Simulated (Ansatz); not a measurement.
# Geometry relaxation, with input and output: MoS$_{2}$ (part 2 of 3)

Continued. System: MoS$_{2}$ (R3m, 3 atoms in the cell). Method: DFT PBE, scalar-relativistic, plane waves, PAW (Ansatz 0.2.0); cutoff 420 eV, 12×12×12 k-mesh, Gaussian smearing of 0.02 eV. The structure derives from a Materials Project entry. The run did not end well. It belongs to a series of runs on one base structure; here: relaxed at -1 GPa. The run did not end well; see the last part.

Geometry of the input (Å; fractional positions):
```
1.5978  0.9225  7.4626
-1.5978  0.9225  7.4626
0.0000  -1.8450  7.4626
Mo 0.9998  0.9998  0.9998
S  0.4031  0.4031  0.4031
S  0.2631  0.2631  0.2631
```

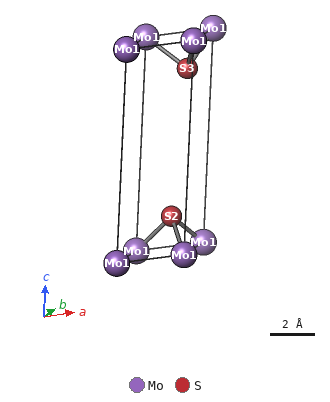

Fig. 1: The geometry at step 13 of the log (ball-and-stick view of the reduced cell, seen slightly off an axis; atoms are numbered from 1 in the order of the input).

## The program's output, continued
```
relax step  25: F+E_penalty+E_count = -6762.80708732 eV  Δ(F+E_penalty+E_count) = +2.455e-3 eV  max|allowed force component| = 3.652e-2 eV/Å  Δτ_max = 0.0271 Å  P = -0.620 GPa  Ω = 113.470 Å³  energy of the carried Pulay correction = -8.155e-4 eV  (8 SCF iters, dr2 threshold 3.00e-7 eV, accepted)
SCF 26 converged in 8 iterations: F = -6762.803153 eV  dr2 = 8.08e-9
relax step  26: F+E_penalty+E_count = -6762.80315330 eV  Δ(F+E_penalty+E_count) = +3.934e-3 eV  max|allowed force component| = 3.072e-2 eV/Å  Δτ_max = 0.0251 Å  P = -0.670 GPa  Ω = 116.701 Å³  energy of the carried Pulay correction = -9.902e-4 eV  (8 SCF iters, dr2 threshold 3.00e-7 eV, accepted)
SCF 27 converged in 8 iterations: F = -6762.794712 eV  dr2 = 2.91e-8
relax step  27: F+E_penalty+E_count = -6762.79471208 eV  Δ(F+E_penalty+E_count) = +8.441e-3 eV  max|allowed force component| = 2.613e-2 eV/Å  Δτ_max = 0.0245 Å  P = -0.782 GPa  Ω = 120.082 Å³  energy of the carried Pulay correction = -1.168e-3 eV  (8 SCF iters, dr2 threshold 3.00e-7 eV, accepted)
SCF 28 converged in 8 iterations: F = -6762.779842 eV  dr2 = 3.68e-8
relax step  28: F+E_penalty+E_count = -6762.77984214 eV  Δ(F+E_penalty+E_count) = +1.487e-2 eV  max|allowed force component| = 1.507e-2 eV/Å  Δτ_max = 0.0230 Å  P = -0.947 GPa  Ω = 123.452 Å³  energy of the carried Pulay correction = -1.340e-3 eV  (8 SCF iters, dr2 threshold 3.00e-7 eV, accepted)
SCF 29 converged in 6 iterations: F = -6762.775583 eV  dr2 = 5.20e-9
relax step  29: F+E_penalty+E_count = -6762.77558280 eV  Δ(F+E_penalty+E_count) = +4.259e-3 eV  max|allowed force component| = 5.028e-2 eV/Å  Δτ_max = 0.0034 Å  P = -1.089 GPa  Ω = 124.142 Å³  energy of the carried Pulay correction = -1.376e-3 eV  (6 SCF iters, dr2 threshold 6.40e-8 eV, accepted)
SCF 30 converged in 6 iterations: F = -6762.776178 eV  dr2 = 5.61e-9
relax step  30: F+E_penalty+E_count = -6762.77617799 eV  Δ(F+E_penalty+E_count) = -5.952e-4 eV  max|allowed force component| = 1.373e-3 eV/Å  Δτ_max = 0.0006 Å  P = -0.997 GPa  Ω = 124.072 Å³  energy of the carried Pulay correction = -1.372e-3 eV  (6 SCF iters, dr2 threshold 1.58e-7 eV, accepted)
SCF 31 converged in 9 iterations: F = -6762.810440 eV  dr2 = 3.47e-11
relax step  31: F+E_penalty+E_count = -6762.81044005 eV  Δ(F+E_penalty+E_count) = -3.426e-2 eV  max|allowed force component| = 9.916e-3 eV/Å  Δτ_max = 0.0000 Å  P = -0.627 GPa  Ω = 124.072 Å³  stress off target by 9.61e-1 GPa  SCF on the basis re-selected at this cell (its energy is not comparable with the rows above)  (9 SCF iters)
basis re-selected at this cell: Δ(F+E_penalty+E_count) = -3.426e-2 eV, ΔP = +0.370 GPa vs the last step (what re-selecting the basis moved, of the pressure what is left beyond the Pulay correction that the steps carried, after the strain that the cell walked since its last selection, with what the two solves' SCF thresholds leave and, on support functions, any second-order correction that the steps lacked; it is no measure of the basis error at this ecutwfc). The dense FFT grid was sized anew with the basis: this SCF ran on 24×24×96 points, the steps before it on 24×24×80, so part of this shift can come from that change (see relax.cell in the input reference). This SCF's stress stands 9.61e-1 GPa from its target on what of the cell is left free (relax.cell.stress_tol is 8.00e-2 GPa) and its largest allowed force component is 9.92e-3 eV/Å (relax.f_tol is 8.00e-3 eV/Å): not within both, so this SCF does not close the relaxation
Crystal: 3 atoms, lattice volume = 127.460 Å³
Basis set: ecut = 420 eV, 2507 PW (Γ), FFT grids on a1−a3, a2−a3, a3, exchange–correlation on 48×48×192 points (8 copies of the dense FFT grid, shifted against one another)
iter 1 solved again at ethr=3.23e-5 eV; its pass at ethr=3.10e-3 eV (dr2=8.40e-3 eV) is discarded
SCF iter   1: F=—  HF=-6762.811539 eV  |F-HF|=—  |Δ(HF+E_count)|=         —  Δρ=2.57e-3  dr2=8.40e-3  ethr=3.23e-5  ⟨swp⟩=2.6  Hψ=25415  notcnv=0
preconditioner: auto → none  [insulator: Δε(μ)=1.468 eV  Ē_g=7.933 eV  σ=0.020 eV  W_gap=1.00  n_scr=8 (ndim 8)  ℏωp=14.0 eV  f_vac=0.549  D(μ)=0.00/eV (n_scr^D=0)  ε∞_Penn≈4.1]
SCF iter   2: F=—  HF=-6762.811634 eV  |F-HF|=—  |Δ(HF+E_count)|=   9.51e-5  Δρ=2.09e-3  dr2=1.24e-2  ethr=3.23e-5  ⟨swp⟩=2.1  Hψ=5680  notcnv=0
SCF iter   3: F=—  HF=-6762.810583 eV  |F-HF|=—  |Δ(HF+E_count)|=   1.05e-3  Δρ=1.35e-3  dr2=5.20e-3  ethr=3.23e-5  ⟨swp⟩=2.4  Hψ=5298  notcnv=0
SCF iter   4: F=—  HF=-6762.810030 eV  |F-HF|=—  |Δ(HF+E_count)|=   5.53e-4  Δρ=6.57e-4  dr2=8.05e-4  ethr=2.00e-5  ⟨swp⟩=1.0  Hψ=3213  notcnv=0
SCF iter   5: F=—  HF=-6762.809961 eV  |F-HF|=—  |Δ(HF+E_count)|=   6.89e-5  Δρ=1.64e-4  dr2=4.00e-5  ethr=3.10e-6  ⟨swp⟩=1.0  Hψ=3222  notcnv=0
SCF iter   6: F=—  HF=-6762.809938 eV  |F-HF|=—  |Δ(HF+E_count)|=   2.23e-5  Δρ=2.30e-5  dr2=2.02e-6  ethr=1.54e-7  ⟨swp⟩=2.2  Hψ=4825  notcnv=0
SCF iter   7: F=—  HF=-6762.809939 eV  |F-HF|=—  |Δ(HF+E_count)|=   1.92e-7  Δρ=1.51e-5  dr2=1.84e-6  ethr=7.77e-9  ⟨swp⟩=2.4  Hψ=5280  notcnv=0
SCF iter   8: F=—  HF=-6762.809939 eV  |F-HF|=—  |Δ(HF+E_count)|=   1.71e-7  Δρ=7.50e-6  dr2=3.91e-7  ethr=7.09e-9  ⟨swp⟩=1.0  Hψ=3213  notcnv=0
SCF iter   9: F=-6762.809938 eV  HF=-6762.809938 eV  |F-HF|=9.95e-9  |Δ(HF+E_count)|=   3.63e-8  Δρ=1.62e-6  dr2=1.14e-8  ethr=1.15e-9  ⟨swp⟩=5.6  Hψ=12934  notcnv=0
SCF 32 converged in 9 iterations: F = -6762.809938 eV  dr2 = 1.14e-8
relax step  32: F+E_penalty+E_count = -6762.80993847 eV  Δ(F+E_penalty+E_count) = +5.016e-4 eV  max|allowed force component| = 4.018e-3 eV/Å  Δτ_max = 0.0221 Å  P = -0.615 GPa  Ω = 127.460 Å³  energy of the carried Pulay correction = -1.652e-4 eV  (9 SCF iters, dr2 threshold 3.00e-7 eV, accepted)
Crystal: 3 atoms, lattice volume = 131.107 Å³
Basis set: ecut = 420 eV, 2605 PW (Γ), FFT grids on a1−a3, a2−a3, a3, exchange–correlation on 48×48×192 points (8 copies of the dense FFT grid, shifted against one another)
iter 1 solved again at ethr=3.25e-5 eV; its pass at ethr=3.10e-3 eV (dr2=8.44e-3 eV) is discarded
SCF iter   1: F=—  HF=-6762.808727 eV  |F-HF|=—  |Δ(HF+E_count)|=         —  Δρ=2.58e-3  dr2=8.41e-3  ethr=3.25e-5  ⟨swp⟩=2.3  Hψ=25321  notcnv=0
preconditioner: auto → none  [insulator: Δε(μ)=1.412 eV  Ē_g=7.935 eV  σ=0.020 eV  W_gap=1.00  n_scr=8 (ndim 8)  ℏωp=13.8 eV  f_vac=0.560  D(μ)=0.00/eV (n_scr^D=0)  ε∞_Penn≈4.0]
Step cancelled. What follows is not a result of the run: it is the report of the last solve that finished, which converged after 9 SCF iterations.
Free energy (F): -6762.809938 eV
Harris-Foulkes:  -6762.809938 eV  (|F-HF|=9.95e-9)
Internal energy: -6762.809938 eV  (E = F + TS)
E sigma→0 (E₀):  -6762.809938 eV
Fermi energy:    1.666814 eV
--- Per-component energies (eV) ---
  E_band       = -399.268175
  E_kinetic    = 654.035019
  E_local      = -9601.836581  (includes V_loc(G=0)·N_el)
  E_nonlocal   = 199.022527
  E_hartree    = 4453.306239
  E_xc         = -377.699214
  E_vxc        = -403.889945  (∫ρ·V_xc dr)
  E_paw        = -4401.425237  (= ΣΔE_a)
  E_vpaw       = -153.211742  (= ΣTr[D̂ρ^β])
  E_aug_tail   = 0.000045  (compensation charges beyond the density's cutoff)
  E_ewald      = 2311.787264
  E_smearing   = -0.000000  (= −TS)
  E_closure    = -0.000000  (closes the sum)
  Σ components = -6762.809938   (vs F -6762.809938, Δ=0.00e0)
--- Forces (eV/Å), atoms counted from 1 ---
  atom   1  Mo    -0.00000000    -0.00000000     0.00017031
  atom   2  S     -0.00000000     0.00000000    -0.00398978
  atom   3  S     -0.00000000    -0.00000000     0.00390555
  max |Σ_I F_I| component: 8.61e-5 eV/Å
--- Stress (GPa, compression-positive) ---
       -0.921417       0.000000      -0.000000
        0.000000      -0.921417      -0.000000
       -0.000000      -0.000000      -0.024480
  P = ⅓ Tr σ = -0.6224 GPa (-6.224 kbar)
--- Band table (eV; the first three rows and the last of 189) ---
  k-point 0: bands = ["-60.0493", "-34.1678", "-33.9922", "-33.9922", "-13.1620", "-11.8464", "-4.6758", "-1.8057", "-1.8057", "-0.8267", "-0.7114", "-0.7114", "0.9339", "3.5414", "3.5414", "3.8090", "3.8090"]
  k-point 1: bands = ["-60.0471", "-34.1633", "-34.0156", "-33.9976", "-13.0635", "-11.8069", "-4.5634", "-2.0258", "-1.7024", "-1.3738", "-0.8686", "-0.3124", "0.8732", "3.4134", "3.5510", "3.6962", "3.7177"]
  k-point 2: bands = ["-60.0410", "-34.1508", "-34.0789", "-34.0121", "-12.7837", "-11.6948", "-4.2811", "-2.5302", "-2.0135", "-1.4137", "-1.2401", "-0.2002", "0.6189", "3.1553", "3.3654", "3.4313", "4.1255"]
  k-point 188: bands = ["-60.0493", "-34.1678", "-33.9922", "-33.9922", "-13.1620", "-11.8464", "-4.6758", "-1.8057", "-1.8057", "-0.8267", "-0.7114", "-0.7114", "0.9340", "3.5414", "3.5414", "3.8090", "3.8090"]
End of that report.
Error: SIGTERM received: cancelled by the caller after 1 completed SCF iterations
```

## Trajectory as extended XYZ (Å, eV, eV/Å), 32 frames, from step=1 to step=32
```
3
Lattice="1.5978 0.9225 7.4626 -1.5978 0.9225 7.4626 0.0000 -1.8450 7.4626" Properties=species:S:1:pos:R:3:forces:R:3 step=1 energy=-6762.81819 pressure_GPa=-1.14
Mo    0.0000    0.0000   22.3829    0.0000   0.0000   0.0000
S     0.0000    0.0000    9.0253    0.0000   0.0000  -0.1550
S     0.0000    0.0000    5.8900    0.0000   0.0000   0.1550
3
Lattice="1.6063 0.9274 7.6413 -1.6063 0.9274 7.6413 0.0000 -1.8548 7.6413" Properties=species:S:1:pos:R:3:forces:R:3 step=2 energy=-6762.81196 pressure_GPa=-0.56
Mo    0.0000    0.0000   22.9187    0.0000   0.0000   0.0001
S     0.0000    0.0000    9.1812    0.0000   0.0000   0.1628
S     0.0000    0.0000    6.0912    0.0000   0.0000  -0.1629
3
Lattice="1.6043 0.9262 7.8922 -1.6043 0.9262 7.8922 0.0000 -1.8524 7.8922" Properties=species:S:1:pos:R:3:forces:R:3 step=3 energy=-6762.81110 pressure_GPa=-0.06
Mo    0.0000    0.0000   23.6713    0.0000   0.0000  -0.0001
S     0.0000    0.0000    9.4289    0.0000   0.0000   0.2459
S     0.0000    0.0000    6.3450    0.0000   0.0000  -0.2459
3
Lattice="1.6000 0.9238 8.2514 -1.6000 0.9238 8.2514 0.0000 -1.8476 8.2514" Properties=species:S:1:pos:R:3:forces:R:3 step=4 energy=-6762.81455 pressure_GPa=-0.26
Mo    0.0000    0.0000   24.7487    0.0000   0.0000   0.0005
S     0.0000    0.0000    9.7978    0.0000   0.0000   0.1093
S     0.0000    0.0000    6.6940    0.0000   0.0000  -0.1097
3
Lattice="1.6007 0.9241 8.6099 -1.6007 0.9241 8.6099 0.0000 -1.8483 8.6099" Properties=species:S:1:pos:R:3:forces:R:3 step=5 energy=-6762.81016 pressure_GPa=-0.49
Mo    0.0000    0.0000   25.8238    0.0000   0.0000  -0.0006
S     0.0000    0.0000   10.1573    0.0000   0.0000   0.0786
S     0.0000    0.0000    7.0510    0.0000   0.0000  -0.0781
3
Lattice="1.6009 0.9243 8.9830 -1.6009 0.9243 8.9830 0.0000 -1.8486 8.9830" Properties=species:S:1:pos:R:3:forces:R:3 step=6 energy=-6762.79900 pressure_GPa=-0.79
Mo    0.0000    0.0000   26.9430    0.0000   0.0000  -0.0003
S     0.0000    0.0000   10.5318    0.0000   0.0000   0.0474
S     0.0000    0.0000    7.4222    0.0000   0.0000  -0.0471
3
Lattice="1.6010 0.9243 9.3099 -1.6010 0.9243 9.3099 0.0000 -1.8486 9.3099" Properties=species:S:1:pos:R:3:forces:R:3 step=7 energy=-6762.77767 pressure_GPa=-1.17 accepted=F
Mo    0.0000    0.0000   27.9234    0.0000   0.0000   0.0004
S     0.0000    0.0000   10.8600    0.0000   0.0000   0.0225
S     0.0000    0.0000    7.7473    0.0000   0.0000  -0.0226
3
Lattice="1.5992 0.9233 9.0575 -1.5992 0.9233 9.0575 0.0000 -1.8467 9.0575" Properties=species:S:1:pos:R:3:forces:R:3 step=8 energy=-6762.79482 pressure_GPa=-1.48 accepted=F
Mo    0.0000    0.0000   27.1665    0.0000   0.0000  -0.0005
S     0.0000    0.0000   10.6193    0.0000   0.0000  -0.1717
S     0.0000    0.0000    7.4836    0.0000   0.0000   0.1721
3
Lattice="1.6006 0.9241 9.0193 -1.6006 0.9241 9.0193 0.0000 -1.8482 9.0193" Properties=species:S:1:pos:R:3:forces:R:3 step=9 energy=-6762.79760 pressure_GPa=-0.97
Mo    0.0000    0.0000   27.0518    0.0000   0.0000   0.0000
S     0.0000    0.0000   10.5710    0.0000   0.0000  -0.0030
S     0.0000    0.0000    7.4555    0.0000   0.0000   0.0030
3
Lattice="1.6005 0.9241 9.0778 -1.6005 0.9241 9.0778 0.0000 -1.8481 9.0778" Properties=species:S:1:pos:R:3:forces:R:3 step=10 energy=-6762.79458 pressure_GPa=-1.01
Mo    0.0000    0.0000   27.2275    0.0000   0.0000  -0.0001
S     0.0000    0.0000   10.6296    0.0000   0.0000  -0.0031
S     0.0000    0.0000    7.5140    0.0000   0.0000   0.0032
3
Lattice="1.6005 0.9241 9.0778 -1.6005 0.9241 9.0778 0.0000 -1.8481 9.0778" Properties=species:S:1:pos:R:3:forces:R:3 step=11 energy=-6762.81466 pressure_GPa=-0.65
Mo    0.0000    0.0000   27.2275    0.0000   0.0000  -0.0001
S     0.0000    0.0000   10.6296    0.0000   0.0000  -0.0085
S     0.0000    0.0000    7.5140    0.0000   0.0000   0.0086
3
Lattice="1.6011 0.9244 9.3507 -1.6011 0.9244 9.3507 0.0000 -1.8488 9.3507" Properties=species:S:1:pos:R:3:forces:R:3 step=12 energy=-6762.81377 pressure_GPa=-0.57
Mo    0.0000    0.0000   28.0458    0.0000   0.0000  -0.0005
S     0.0000    0.0000   10.9003    0.0000   0.0000   0.0202
S     0.0000    0.0000    7.7886    0.0000   0.0000  -0.0200
3
Lattice="1.6014 0.9246 9.7142 -1.6014 0.9246 9.7142 0.0000 -1.8492 9.7142" Properties=species:S:1:pos:R:3:forces:R:3 step=13 energy=-6762.81219 pressure_GPa=-0.26
Mo    0.0000    0.0000   29.1361    0.0000   0.0000   0.0002
S     0.0000    0.0000   11.2583    0.0000   0.0000   0.1144
S     0.0000    0.0000    8.1571    0.0000   0.0000  -0.1147
3
Lattice="1.6019 0.9249 10.0780 -1.6019 0.9249 10.0780 0.0000 -1.8497 10.0780" Properties=species:S:1:pos:R:3:forces:R:3 step=14 energy=-6762.81113 pressure_GPa=-0.44
Mo    0.0000    0.0000   30.2274    0.0000   0.0000   0.0002
S     0.0000    0.0000   11.6241    0.0000   0.0000   0.0673
S     0.0000    0.0000    8.5185    0.0000   0.0000  -0.0674
3
Lattice="1.6025 0.9252 10.4403 -1.6025 0.9252 10.4403 0.0000 -1.8504 10.4403" Properties=species:S:1:pos:R:3:forces:R:3 step=15 energy=-6762.80785 pressure_GPa=-0.54
Mo    0.0000    0.0000   31.3140    0.0000   0.0000  -0.0002
S     0.0000    0.0000   11.9863    0.0000   0.0000   0.0596
S     0.0000    0.0000    8.8805    0.0000   0.0000  -0.0594
3
Lattice="1.6026 0.9253 10.8134 -1.6026 0.9253 10.8134 0.0000 -1.8506 10.8134" Properties=species:S:1:pos:R:3:forces:R:3 step=16 energy=-6762.80044 pressure_GPa=-0.69
Mo    0.0000    0.0000   32.4331    0.0000   0.0000  -0.0007
S     0.0000    0.0000   12.3598    0.0000   0.0000   0.0478
S     0.0000    0.0000    9.2527    0.0000   0.0000  -0.0475
3
Lattice="1.6028 0.9254 11.1866 -1.6028 0.9254 11.1866 0.0000 -1.8507 11.1866" Properties=species:S:1:pos:R:3:forces:R:3 step=17 energy=-6762.78475 pressure_GPa=-0.91
Mo    0.0000    0.0000   33.5523    0.0000   0.0000  -0.0017
S     0.0000    0.0000   12.7334    0.0000   0.0000   0.0380
S     0.0000    0.0000    9.6249    0.0000   0.0000  -0.0365
3
Lattice="1.6019 0.9249 11.1645 -1.6019 0.9249 11.1645 0.0000 -1.8497 11.1645" Properties=species:S:1:pos:R:3:forces:R:3 step=18 energy=-6762.78407 pressure_GPa=-1.56 accepted=F
Mo    0.0000    0.0000   33.4859    0.0000   0.0000   0.0074
S     0.0000    0.0000   12.7260    0.0000   0.0000  -0.2236
S     0.0000    0.0000    9.5883    0.0000   0.0000   0.2162
3
Lattice="1.6026 0.9253 11.1759 -1.6026 0.9253 11.1759 0.0000 -1.8506 11.1759" Properties=species:S:1:pos:R:3:forces:R:3 step=19 energy=-6762.78554 pressure_GPa=-1.00
Mo    0.0000    0.0000   33.5203    0.0000   0.0000   0.0002
S     0.0000    0.0000   12.7248    0.0000   0.0000  -0.0010
S     0.0000    0.0000    9.6121    0.0000   0.0000   0.0008
3
Lattice="1.6026 0.9253 11.1759 -1.6026 0.9253 11.1759 0.0000 -1.8506 11.1759" Properties=species:S:1:pos:R:3:forces:R:3 step=20 energy=-6762.81232 pressure_GPa=-0.64
Mo    0.0000    0.0000   33.5203    0.0000   0.0000   0.0001
S     0.0000    0.0000   12.7248    0.0000   0.0000  -0.0079
S     0.0000    0.0000    9.6121    0.0000   0.0000   0.0078
3
Lattice="1.6030 0.9255 11.3578 -1.6030 0.9255 11.3578 0.0000 -1.8510 11.3578" Properties=species:S:1:pos:R:3:forces:R:3 step=21 energy=-6762.81191 pressure_GPa=-0.66
Mo    0.0000    0.0000   34.0658    0.0000   0.0000   0.0006
S     0.0000    0.0000   12.9064    0.0000   0.0000  -0.0096
S     0.0000    0.0000    9.7940    0.0000   0.0000   0.0090
3
Lattice="1.6032 0.9256 11.6303 -1.6032 0.9256 11.6303 0.0000 -1.8512 11.6303" Properties=species:S:1:pos:R:3:forces:R:3 step=22 energy=-6762.81159 pressure_GPa=-0.58
Mo    0.0000    0.0000   34.8832    0.0000   0.0000   0.0009
S     0.0000    0.0000   13.1772    0.0000   0.0000   0.0171
S     0.0000    0.0000   10.0680    0.0000   0.0000  -0.0182
3
Lattice="1.6042 0.9262 11.9872 -1.6042 0.9262 11.9872 0.0000 -1.8523 11.9872" Properties=species:S:1:pos:R:3:forces:R:3 step=23 energy=-6762.81040 pressure_GPa=-0.57
Mo    0.0000    0.0000   35.9535    0.0000   0.0000   0.0006
S     0.0000    0.0000   13.5322    0.0000   0.0000   0.0348
S     0.0000    0.0000   10.4261    0.0000   0.0000  -0.0356
3
Lattice="1.6042 0.9262 12.3537 -1.6042 0.9262 12.3537 0.0000 -1.8524 12.3537" Properties=species:S:1:pos:R:3:forces:R:3 step=24 energy=-6762.80954 pressure_GPa=-0.57
Mo    0.0000    0.0000   37.0529    0.0000   0.0000  -0.0005
S     0.0000    0.0000   13.8985    0.0000   0.0000   0.0358
S     0.0000    0.0000   10.7925    0.0000   0.0000  -0.0357
3
Lattice="1.6049 0.9266 12.7174 -1.6049 0.9266 12.7174 0.0000 -1.8532 12.7174" Properties=species:S:1:pos:R:3:forces:R:3 step=25 energy=-6762.80709 pressure_GPa=-0.62
Mo    0.0000    0.0000   38.1438    0.0000   0.0000   0.0005
S     0.0000    0.0000   14.2615    0.0000   0.0000   0.0360
S     0.0000    0.0000   11.1564    0.0000   0.0000  -0.0365
3
Lattice="1.6048 0.9265 13.0811 -1.6048 0.9265 13.0811 0.0000 -1.8531 13.0811" Properties=species:S:1:pos:R:3:forces:R:3 step=26 energy=-6762.80315 pressure_GPa=-0.67
Mo    0.0000    0.0000   39.2345    0.0000   0.0000  -0.0007
S     0.0000    0.0000   14.6253    0.0000   0.0000   0.0307
S     0.0000    0.0000   11.5193    0.0000   0.0000  -0.0300
3
Lattice="1.6052 0.9267 13.4542 -1.6052 0.9267 13.4542 0.0000 -1.8535 13.4542" Properties=species:S:1:pos:R:3:forces:R:3 step=27 energy=-6762.79471 pressure_GPa=-0.78
Mo    0.0000    0.0000   40.3537    0.0000   0.0000  -0.0038
S     0.0000    0.0000   14.9984    0.0000   0.0000   0.0261
S     0.0000    0.0000   11.8920    0.0000   0.0000  -0.0224
3
Lattice="1.6054 0.9269 13.8273 -1.6054 0.9269 13.8273 0.0000 -1.8538 13.8273" Properties=species:S:1:pos:R:3:forces:R:3 step=28 energy=-6762.77984 pressure_GPa=-0.95
Mo    0.0000    0.0000   41.4728    0.0000   0.0000  -0.0003
S     0.0000    0.0000   15.3719    0.0000   0.0000   0.0151
S     0.0000    0.0000   12.2643    0.0000   0.0000  -0.0148
3
Lattice="1.6045 0.9263 13.9206 -1.6045 0.9263 13.9206 0.0000 -1.8527 13.9206" Properties=species:S:1:pos:R:3:forces:R:3 step=29 energy=-6762.77558 pressure_GPa=-1.09
Mo    0.0000    0.0000   41.7526    0.0000   0.0000  -0.0018
S     0.0000    0.0000   15.4692    0.0000   0.0000  -0.0485
S     0.0000    0.0000   12.3534    0.0000   0.0000   0.0503
3
Lattice="1.6050 0.9266 13.9045 -1.6050 0.9266 13.9045 0.0000 -1.8532 13.9045" Properties=species:S:1:pos:R:3:forces:R:3 step=30 energy=-6762.77618 pressure_GPa=-1.00
Mo    0.0000    0.0000   41.7044    0.0000   0.0000   0.0003
S     0.0000    0.0000   15.4503    0.0000   0.0000  -0.0014
S     0.0000    0.0000   12.3403    0.0000   0.0000   0.0010
3
Lattice="1.6050 0.9266 13.9045 -1.6050 0.9266 13.9045 0.0000 -1.8532 13.9045" Properties=species:S:1:pos:R:3:forces:R:3 step=31 energy=-6762.81044 pressure_GPa=-0.63
Mo    0.0000    0.0000   41.7044    0.0000   0.0000   0.0004
S     0.0000    0.0000   15.4503    0.0000   0.0000  -0.0099
S     0.0000    0.0000   12.3403    0.0000   0.0000   0.0095
3
Lattice="1.6053 0.9268 14.2777 -1.6053 0.9268 14.2777 0.0000 -1.8537 14.2777" Properties=species:S:1:pos:R:3:forces:R:3 step=32 energy=-6762.80994 pressure_GPa=-0.62
Mo    0.0000    0.0000   42.8235    0.0000   0.0000   0.0002
S     0.0000    0.0000   15.8226    0.0000   0.0000  -0.0040
S     0.0000    0.0000   12.7137    0.0000   0.0000   0.0039
```
